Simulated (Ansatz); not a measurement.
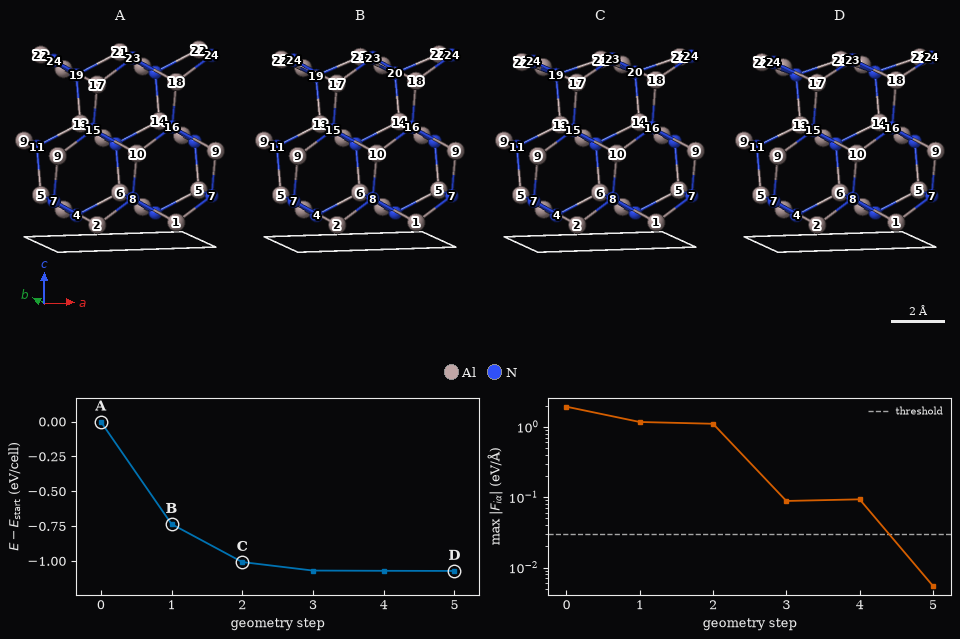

Frames of a constrained relaxation of a slab of composition AlN (cut from the P6_3mc phase), marked on the history of the run. The picture is a ball-and-stick view of the cell of the calculation, outlined in the plane, without the vacuum (origin shifted), seen slightly off an axis.

Case: clean slab, lower planes held. The slab is the (1 0 0) face of AlN. 12 atoms are held fixed.

Method: Ansatz 0.2.0, DFT PBE, scalar-relativistic, plane waves, PAW. (plane-wave cutoff 420 eV; k-point mesh 3 × 3 × 1; occupations gaussian; smearing width 0.05 eV; no spin polarisation; dipole correction; atoms relaxed in a fixed cell; force threshold 0.03 eV/Å; at most 70 steps)

Describe the path.

The energy falls by 1.071 eV per cell of the calculation in 5 geometry steps. Largest force component: 1.9 eV/Å at the start, 0.0055 eV/Å at the end. The largest moves, 0.31 Å, are those of Al atoms. By element the largest moves are Al 0.31 Å, N 0.08 Å. The cell doesn't change. Near-neighbour distances that change, for instance: Al–N 1.915 → 1.773 Å, Al–N 1.902 → 1.984 Å, Al–N 1.902 → 1.840 Å, Al–N 1.902 → 1.881 Å. Bond angles that change, for instance: Al–N–Al 110.7° → 100.7°, N–Al–N 108.2° → 116.5°, Al–N–Al 110.7° → 116.6°. From step 0 to 1: Al atoms move most (0.19 Å), energy −0.735 eV per cell of the calculation. From step 1 to 2: Al atoms move most (0.12 Å), energy −0.273 eV per cell of the calculation. From step 2 to 5: N atoms move most (0.05 Å), energy −63.9 meV per cell of the calculation.

```csv
step,"E − E(0), meV/atom","largest force component, eV/Å"
0,0.00,1.9299
1,-30.61,1.1707
2,-41.96,1.1042
3,-44.51,0.0883
4,-44.59,0.0931
5,-44.62,0.0055
```
